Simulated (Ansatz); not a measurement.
## Geometry relaxation of MoS₂ (part 1 of 2)

System: MoS₂ (R3m, 3 atoms in the cell).
Method: DFT PBE, scalar-relativistic, plane waves, PAW, no spin polarisation (Ansatz 0.2.0).

The structure derives from a Materials Project entry. It belongs to a series of runs on one base structure; here: relaxed at 50 GPa.

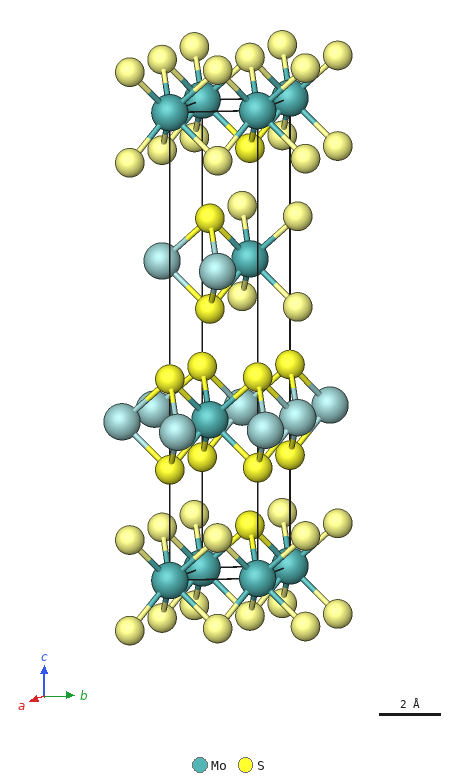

The starting structure (ball-and-stick view of the cell 3 times as large as that of the calculation, set on its symmetry axes, seen slightly off an axis; neighbours outside the cell are drawn fainter). An atom can appear more than once, as a periodic image. Near neighbours in the periodic cell (some may lie outside the picture): Mo has 6 S at 2.29 Å; S has 3 Mo at 2.29 Å.

The input
```yaml
crystal:
  lattice:
    - [1.4781286123, 0.8533979522, 5.2500235616]
    - [-1.4781286123, 0.8533979522, 5.2500235616]
    - [0.0, -1.7067959044, 5.2500235616]
  atoms:
    - { symbol: Mo, position: [0.9995941002, 0.9995941002, 0.9995941002] }
    - { symbol: S, position: [0.4300028725, 0.4300028725, 0.4300028725] }
    - { symbol: S, position: [0.2364040272, 0.2364040272, 0.2364040272] }
basis:
  ecutwfc: 420
kpoints:
  mp_grid: { grid: [18, 18, 18] }
hamiltonian:
  xc: pbe
scf:
  occupations: { method: gaussian, width: 0.1 }
output:
  forces: true
  stress: true
  eigenvalues: true
  write_density: true
  write_potential: true
  elf: true
  volumetric_format: npy
relax:
  adjacent_minimum: "off"
  f_tol: 0.008
  max_steps: 50
  cell: { stress_tol: 0.08, p_target: 50.0 }
```

Hardware: 1 thread of Arm Neoverse V1, 24 GiB of memory available, shared host.

Run as:
```bash
ansatz run input.yaml --threads 1 --pin off --max-ram 2560MiB --backend cpu --events-out ev --progress --plain --runs-dir out
```

Output
```
basis.fft_grid_basis auto: the FFT boxes are laid along the combinations [[1, -1, 0], [0, 1, 0], [0, -1, 1]] of the cell's own vectors, 2.956, 5.520 and 2.956 Å long. The dense box has 20×40×20 points. Along the cell's own vectors, as sized, it would have 40×40×40, 4.00 times as many. Of the 6 symmetry operations that the crystal satisfies within crystal.symmetry.tolerance (time reversal apart; of a slab, those that keep its plane) the dense box along the cell's own vectors carries 6, and the one as laid loses 4 of those. basis.fft_grid_basis: typed keeps the cell's own vectors: state it where this run's energies or levels are differenced outside the engine with another run's, or held beside a run that keeps those vectors. Those combinations have planes normal to reciprocal vector 3, as the cell's own vectors have. Each planar average written beside output.write_density, output.write_potential has a row for each plane of the box: 20. The volumetric files lie along those combinations, not along the cell's own vectors: a cube or XSF file states them, and fields.json those of NumPy files.
Engine: ansatz 0.2.0, aarch64-unknown-linux-gnu
Pseudopotentials: kind: paw
Pseudopotential: Mo, paw, valence charge 14, recommended cutoff 420 eV (normal), Mo.paw.azcp
Pseudopotential: S, paw, valence charge 6, recommended cutoff 420 eV (normal), S.paw.azcp
Functional definition: PBE
  parameter kappa = 0.804
  parameter beta = 0.06672455060314922
  exchange = pbe_x(kappa = kappa, mu = beta*pi^2/3)
  correlation = pbe_c(beta = beta)
Crystal: 3 atoms, lattice volume = 39.735 Å³
Basis set: ecut = 420 eV, 785 PW (Γ), FFT grids on a1−a2, a2, −a2+a3, exchange–correlation on 40×80×40 points (8 copies of the dense FFT grid, shifted against one another)
Bands: 17, of which v1, the nominal top of the filled ones, is band 13 counted from 1 (12 counted from 0)
Symmetry: 6 space group operations
Space group: R3m (ITA 160), of the structure as read, at distance tolerance 3.4e-5 Å
k-points: 580 of 5832 (time reversal used)
Non-local potential: Mo, projectors of the file, l = 0: 3, l = 1: 2, l = 2: 2, l = 3: 1
Non-local potential: S, projectors of the file, l = 0: 2, l = 1: 2, l = 2: 2
PAW form: soft (Blöchl's): semilocal exchange-correlation on the pseudo side does not see the compensation charge
PAW one-centre angular grid: Mo, 590 points (default); XC on 64 Gauss nodes
PAW one-centre angular grid: S, 110 points (default); XC on 64 Gauss nodes
Initial density: superposition of atomic densities (neutral atoms: chi_scale 0, normalization atom), corrected by the library's trained network
Initial wavefunctions: pseudopotential atomic-orbital guess
Functional: x = pbe(κ = 0.804, μ = 0.2195149727645171), c = pbe(β = 0.06672455060314922)
SCF iter   1: F=—  HF=-6761.308360 eV  |F-HF|=—  |Δ(HF+E_count)|=         —  Δρ=8.43e-3  dr2=1.66e-2  ethr=1.77e-3  ⟨swp⟩=5.2  Hψ=53570  notcnv=0
preconditioner: auto → Kerker (q_TF=auto, 2.542 Å⁻¹)  [metal: Δε(μ)=0.012 eV  Ē_g=9.446 eV  σ=0.100 eV  W_gap=0.06  n_scr=10 (ndim 8)  ℏωp=25.0 eV  f_vac=0.000  D(μ)=0.15/eV (n_scr^D=0)]
SCF iter   2: F=—  HF=-6761.306750 eV  |F-HF|=—  |Δ(HF+E_count)|=   1.61e-3  Δρ=4.90e-3  dr2=6.21e-3  ethr=6.40e-5  ⟨swp⟩=1.0  Hψ=14502  notcnv=0
SCF iter   3: F=—  HF=-6761.307746 eV  |F-HF|=—  |Δ(HF+E_count)|=   9.95e-4  Δρ=5.20e-4  dr2=2.01e-4  ethr=2.39e-5  ⟨swp⟩=2.4  Hψ=14210  notcnv=0
SCF iter   4: F=—  HF=-6761.307737 eV  |F-HF|=—  |Δ(HF+E_count)|=   8.29e-6  Δρ=1.65e-4  dr2=5.70e-6  ethr=7.73e-7  ⟨swp⟩=2.5  Hψ=13557  notcnv=0
SCF iter   5: F=—  HF=-6761.307743 eV  |F-HF|=—  |Δ(HF+E_count)|=   5.38e-6  Δρ=3.91e-5  dr2=5.88e-7  ethr=2.19e-8  ⟨swp⟩=2.4  Hψ=16177  notcnv=0
SCF iter   6: F=-6761.307743 eV  HF=-6761.307743 eV  |F-HF|=3.18e-9  |Δ(HF+E_count)|=   6.50e-8  Δρ=8.62e-6  dr2=2.90e-8  ethr=3.85e-10  ⟨swp⟩=9.9  Hψ=72903  notcnv=0
SCF 1 converged in 6 iterations: F = -6761.307743 eV  dr2 = 2.90e-8
  greatest PAW one-centre occupation: 0.998 electrons in one spin orbital (limit 2), on the Mo atom at site 0 (counted from 0), in its partial waves of l = 0
relax step   1: F+E_penalty+E_count = -6761.30774287 eV  Δ(F+E_penalty+E_count) = +0.000e0 eV  max|allowed force component| = 1.499e0 eV/Å  Δτ_max = 0.0000 Å  P = +49.514 GPa  Ω = 39.735 Å³  (6 SCF iters, dr2 threshold 1.00e-7 eV, accepted)
Crystal: 3 atoms, lattice volume = 37.345 Å³
Basis set: ecut = 420 eV, 713 PW (Γ), FFT grids on a1−a2, a2, −a2+a3, exchange–correlation on 40×80×40 points (8 copies of the dense FFT grid, shifted against one another)
Initial density: handed on by an earlier stage of this run
Initial wavefunctions: those handed on with the density
iter 1 solved again at ethr=3.38e-4 eV; its pass at ethr=3.10e-3 eV (dr2=8.79e-2 eV) is discarded
SCF iter   1: F=—  HF=-6760.657652 eV  |F-HF|=—  |Δ(HF+E_count)|=         —  Δρ=1.10e-2  dr2=8.74e-2  ethr=3.38e-4  ⟨swp⟩=1.0  Hψ=59821  notcnv=0
preconditioner: auto → Kerker (q_TF=auto, 2.569 Å⁻¹)  [metal: Δε(μ)=0.047 eV  Ē_g=9.609 eV  σ=0.100 eV  W_gap=0.26  n_scr=10 (ndim 8)  ℏωp=25.8 eV  f_vac=0.000  D(μ)=0.25/eV (n_scr^D=0)]
SCF iter   2: F=—  HF=-6760.647745 eV  |F-HF|=—  |Δ(HF+E_count)|=   9.91e-3  Δρ=6.34e-3  dr2=3.20e-2  ethr=3.36e-4  ⟨swp⟩=1.0  Hψ=9860  notcnv=0
SCF iter   3: F=—  HF=-6760.642127 eV  |F-HF|=—  |Δ(HF+E_count)|=   5.62e-3  Δρ=1.10e-3  dr2=7.13e-4  ethr=1.23e-4  ⟨swp⟩=2.4  Hψ=12801  notcnv=0
SCF iter   4: F=—  HF=-6760.642032 eV  |F-HF|=—  |Δ(HF+E_count)|=   9.51e-5  Δρ=1.93e-4  dr2=1.90e-5  ethr=2.74e-6  ⟨swp⟩=2.3  Hψ=14061  notcnv=0
SCF iter   5: F=—  HF=-6760.642058 eV  |F-HF|=—  |Δ(HF+E_count)|=   2.53e-5  Δρ=4.92e-5  dr2=1.03e-6  ethr=7.32e-8  ⟨swp⟩=2.2  Hψ=15292  notcnv=0
SCF iter   6: F=-6760.642058 eV  HF=-6760.642058 eV  |F-HF|=1.43e-8  |Δ(HF+E_count)|=   3.84e-7  Δρ=1.03e-5  dr2=4.09e-8  ethr=1.15e-9  ⟨swp⟩=10.2  Hψ=72538  notcnv=0
SCF 2 converged in 6 iterations: F = -6760.642058 eV  dr2 = 4.09e-8
relax step   2: F+E_penalty+E_count = -6760.64205802 eV  Δ(F+E_penalty+E_count) = +6.657e-1 eV  max|allowed force component| = 3.564e-1 eV/Å  Δτ_max = 0.0985 Å  P = +56.904 GPa  Ω = 37.345 Å³  energy of the carried Pulay correction = +4.826e-4 eV  (6 SCF iters, dr2 threshold 3.00e-7 eV, accepted)
Crystal: 3 atoms, lattice volume = 38.746 Å³
Basis set: ecut = 420 eV, 755 PW (Γ), FFT grids on a1−a2, a2, −a2+a3, exchange–correlation on 40×80×40 points (8 copies of the dense FFT grid, shifted against one another)
iter 1 solved again at ethr=1.68e-4 eV; its pass at ethr=3.10e-3 eV (dr2=4.38e-2 eV) is discarded
SCF iter   1: F=—  HF=-6761.112914 eV  |F-HF|=—  |Δ(HF+E_count)|=         —  Δρ=5.34e-3  dr2=4.07e-2  ethr=1.68e-4  ⟨swp⟩=1.0  Hψ=59610  notcnv=0
preconditioner: auto → Kerker (q_TF=auto, 2.553 Å⁻¹)  [metal: Δε(μ)=0.010 eV  Ē_g=9.449 eV  σ=0.100 eV  W_gap=0.05  n_scr=10 (ndim 8)  ℏωp=25.3 eV  f_vac=0.000  D(μ)=0.34/eV (n_scr^D=2)]
SCF iter   2: F=—  HF=-6761.109088 eV  |F-HF|=—  |Δ(HF+E_count)|=   3.83e-3  Δρ=2.98e-3  dr2=1.50e-2  ethr=1.57e-4  ⟨swp⟩=1.0  Hψ=9860  notcnv=0
SCF iter   3: F=—  HF=-6761.106666 eV  |F-HF|=—  |Δ(HF+E_count)|=   2.42e-3  Δρ=6.36e-4  dr2=3.89e-4  ethr=5.77e-5  ⟨swp⟩=2.1  Hψ=12274  notcnv=0
SCF iter   4: F=—  HF=-6761.106598 eV  |F-HF|=—  |Δ(HF+E_count)|=   6.82e-5  Δρ=1.35e-4  dr2=6.77e-6  ethr=1.50e-6  ⟨swp⟩=2.0  Hψ=13204  notcnv=0
SCF iter   5: F=—  HF=-6761.106624 eV  |F-HF|=—  |Δ(HF+E_count)|=   2.65e-5  Δρ=2.94e-5  dr2=3.74e-7  ethr=2.60e-8  ⟨swp⟩=2.1  Hψ=14073  notcnv=0
SCF iter   6: F=-6761.106624 eV  HF=-6761.106624 eV  |F-HF|=5.49e-9  |Δ(HF+E_count)|=   2.62e-7  Δρ=6.48e-6  dr2=1.94e-8  ethr=1.15e-9  ⟨swp⟩=9.6  Hψ=73367  notcnv=0
SCF 3 converged in 6 iterations: F = -6761.106624 eV  dr2 = 1.94e-8
relax step   3: F+E_penalty+E_count = -6761.10662433 eV  Δ(F+E_penalty+E_count) = -4.646e-1 eV  max|allowed force component| = 2.385e-1 eV/Å  Δτ_max = 0.0191 Å  P = +46.695 GPa  Ω = 38.746 Å³  energy of the carried Pulay correction = +1.962e-4 eV  (6 SCF iters, dr2 threshold 3.00e-7 eV, accepted)
Crystal: 3 atoms, lattice volume = 38.464 Å³
Basis set: ecut = 420 eV, 743 PW (Γ), FFT grids on a1−a2, a2, −a2+a3, exchange–correlation on 40×80×40 points (8 copies of the dense FFT grid, shifted against one another)
iter 1 solved again at ethr=7.52e-6 eV; its pass at ethr=3.10e-3 eV (dr2=1.96e-3 eV) is discarded
SCF iter   1: F=—  HF=-6761.023655 eV  |F-HF|=—  |Δ(HF+E_count)|=         —  Δρ=1.27e-3  dr2=2.08e-3  ethr=7.52e-6  ⟨swp⟩=2.0  Hψ=56951  notcnv=0
preconditioner: auto → Kerker (q_TF=auto, 2.556 Å⁻¹)  [metal: Δε(μ)=0.013 eV  Ē_g=9.475 eV  σ=0.100 eV  W_gap=0.07  n_scr=10 (ndim 8)  ℏωp=25.4 eV  f_vac=0.000  D(μ)=0.37/eV (n_scr^D=2)]
SCF iter   2: F=—  HF=-6761.023459 eV  |F-HF|=—  |Δ(HF+E_count)|=   1.97e-4  Δρ=7.09e-4  dr2=7.59e-4  ethr=7.52e-6  ⟨swp⟩=1.0  Hψ=9860  notcnv=0
SCF iter   3: F=—  HF=-6761.023323 eV  |F-HF|=—  |Δ(HF+E_count)|=   1.36e-4  Δρ=1.33e-4  dr2=2.50e-5  ethr=2.92e-6  ⟨swp⟩=1.6  Hψ=11722  notcnv=0
SCF iter   4: F=—  HF=-6761.023345 eV  |F-HF|=—  |Δ(HF+E_count)|=   2.14e-5  Δρ=4.36e-5  dr2=6.79e-7  ethr=9.61e-8  ⟨swp⟩=2.2  Hψ=13027  notcnv=0
iter 5 did not close the SCF: its close was put off for the readings that it lacked (scf_convergence_deferred on its scf_iter line)
SCF iter   5: F=-6761.023345 eV  HF=-6761.023345 eV  |F-HF|=1.24e-8  |Δ(HF+E_count)|=   8.63e-9  Δρ=7.28e-6  dr2=2.10e-8  ethr=2.61e-9  ⟨swp⟩=2.4  Hψ=14541  notcnv=0
SCF iter   6: F=-6761.023345 eV  HF=-6761.023345 eV  |F-HF|=3.12e-10  |Δ(HF+E_count)|=   1.46e-8  Δρ=1.80e-6  dr2=1.57e-9  ethr=8.09e-11  ⟨swp⟩=5.9  Hψ=57292  notcnv=0
SCF 4 converged in 6 iterations: F = -6761.023345 eV  dr2 = 1.57e-9
relax step   4: F+E_penalty+E_count = -6761.02334466 eV  Δ(F+E_penalty+E_count) = +8.328e-2 eV  max|allowed force component| = 2.098e-2 eV/Å  Δτ_max = 0.0053 Å  P = +49.715 GPa  Ω = 38.464 Å³  energy of the carried Pulay correction = +2.530e-4 eV  (6 SCF iters, dr2 threshold 3.00e-7 eV, accepted)
Crystal: 3 atoms, lattice volume = 38.434 Å³
iter 1 solved again at ethr=2.78e-8 eV; its pass at ethr=3.10e-3 eV (dr2=7.22e-6 eV) is discarded
SCF iter   1: F=—  HF=-6761.014069 eV  |F-HF|=—  |Δ(HF+E_count)|=         —  Δρ=1.52e-4  dr2=7.63e-6  ethr=2.78e-8  ⟨swp⟩=3.4  Hψ=63002  notcnv=0
preconditioner: auto → Kerker (q_TF=auto, 2.556 Å⁻¹)  [metal: Δε(μ)=0.010 eV  Ē_g=9.489 eV  σ=0.100 eV  W_gap=0.06  n_scr=10 (ndim 8)  ℏωp=25.4 eV  f_vac=0.000  D(μ)=0.37/eV (n_scr^D=2)]
SCF iter   2: F=—  HF=-6761.014095 eV  |F-HF|=—  |Δ(HF+E_count)|=   2.59e-5  Δρ=8.63e-5  dr2=2.73e-6  ethr=2.78e-8  ⟨swp⟩=1.0  Hψ=9909  notcnv=0
iter 3 did not close the SCF: its close was put off for the readings that it lacked (scf_convergence_deferred on its scf_iter line)
SCF iter   3: F=-6761.014094 eV  HF=-6761.014094 eV  |F-HF|=3.50e-8  |Δ(HF+E_count)|=   6.79e-7  Δρ=1.33e-5  dr2=9.43e-8  ethr=1.05e-8  ⟨swp⟩=2.1  Hψ=14191  notcnv=0
iter 4 did not close the SCF: its close was put off for the readings that it lacked (scf_convergence_deferred on its scf_iter line)
SCF iter   4: F=-6761.014094 eV  HF=-6761.014094 eV  |F-HF|=3.18e-10  |Δ(HF+E_count)|=   1.07e-9  Δρ=2.28e-6  dr2=2.57e-9  ethr=3.63e-10  ⟨swp⟩=2.5  Hψ=15153  notcnv=0
iter 5 did not close the SCF: its close was put off for the readings that it lacked (scf_convergence_deferred on its scf_iter line)
SCF iter   5: F=-6761.014094 eV  HF=-6761.014094 eV  |F-HF|=1.13e-10  |Δ(HF+E_count)|=  7.49e-10  Δρ=7.16e-7  dr2=3.97e-10  ethr=9.87e-12  ⟨swp⟩=2.7  Hψ=16074  notcnv=0
SCF iter   6: F=-6761.014094 eV  HF=-6761.014094 eV  |F-HF|=1.18e-11  |Δ(HF+E_count)|=  5.91e-11  Δρ=1.64e-7  dr2=2.07e-11  ethr=1.53e-12  ⟨swp⟩=4.9  Hψ=50175  notcnv=0
SCF 5 converged in 6 iterations: F = -6761.014094 eV  dr2 = 2.07e-11
relax step   5: F+E_penalty+E_count = -6761.01409422 eV  Δ(F+E_penalty+E_count) = +9.250e-3 eV  max|allowed force component| = 1.518e-2 eV/Å  Δτ_max = 0.0002 Å  P = +50.053 GPa  Ω = 38.434 Å³  energy of the carried Pulay correction = +2.590e-4 eV  (6 SCF iters, dr2 threshold 3.00e-7 eV, accepted)
Crystal: 3 atoms, lattice volume = 38.432 Å³
iter 1 solved again at ethr=2.91e-9 eV; its pass at ethr=3.10e-3 eV (dr2=7.56e-7 eV) is discarded
SCF iter   1: F=—  HF=-6761.013514 eV  |F-HF|=—  |Δ(HF+E_count)|=         —  Δρ=4.57e-5  dr2=8.31e-7  ethr=2.91e-9  ⟨swp⟩=2.2  Hψ=56003  notcnv=0
preconditioner: auto → Kerker (q_TF=auto, 2.556 Å⁻¹)  [metal: Δε(μ)=0.011 eV  Ē_g=9.488 eV  σ=0.100 eV  W_gap=0.06  n_scr=10 (ndim 8)  ℏωp=25.4 eV  f_vac=0.000  D(μ)=0.37/eV (n_scr^D=2)]
SCF iter   2: F=—  HF=-6761.013541 eV  |F-HF|=—  |Δ(HF+E_count)|=   2.71e-5  Δρ=2.59e-5  dr2=2.91e-7  ethr=2.91e-9  ⟨swp⟩=1.0  Hψ=9861  notcnv=0
iter 3 did not close the SCF: its close was put off for the readings that it lacked (scf_convergence_deferred on its scf_iter line)
SCF iter   3: F=-6761.013541 eV  HF=-6761.013541 eV  |F-HF|=7.30e-9  |Δ(HF+E_count)|=   7.15e-8  Δρ=3.87e-6  dr2=1.18e-8  ethr=1.12e-9  ⟨swp⟩=2.4  Hψ=14718  notcnv=0
iter 4 did not close the SCF: its close was put off for the readings that it lacked (scf_convergence_deferred on its scf_iter line)
SCF iter   4: F=-6761.013541 eV  HF=-6761.013541 eV  |F-HF|=1.41e-10  |Δ(HF+E_count)|=   2.79e-9  Δρ=1.39e-6  dr2=4.84e-10  ethr=4.52e-11  ⟨swp⟩=2.2  Hψ=14228  notcnv=0
iter 5 did not close the SCF: its close was put off for the readings that it lacked (scf_convergence_deferred on its scf_iter line)
SCF iter   5: F=-6761.013541 eV  HF=-6761.013541 eV  |F-HF|=5.46e-12  |Δ(HF+E_count)|=  3.09e-11  Δρ=2.32e-7  dr2=2.37e-11  ethr=1.86e-12  ⟨swp⟩=2.6  Hψ=15210  notcnv=0
SCF iter   6: F=-6761.013541 eV  HF=-6761.013541 eV  |F-HF|=9.09e-13  |Δ(HF+E_count)|=  9.09e-13  Δρ=5.56e-8  dr2=1.70e-12  ethr=1.00e-12  ⟨swp⟩=4.4  Hψ=42596  notcnv=0
SCF 6 converged in 6 iterations: F = -6761.013541 eV  dr2 = 1.70e-12
```
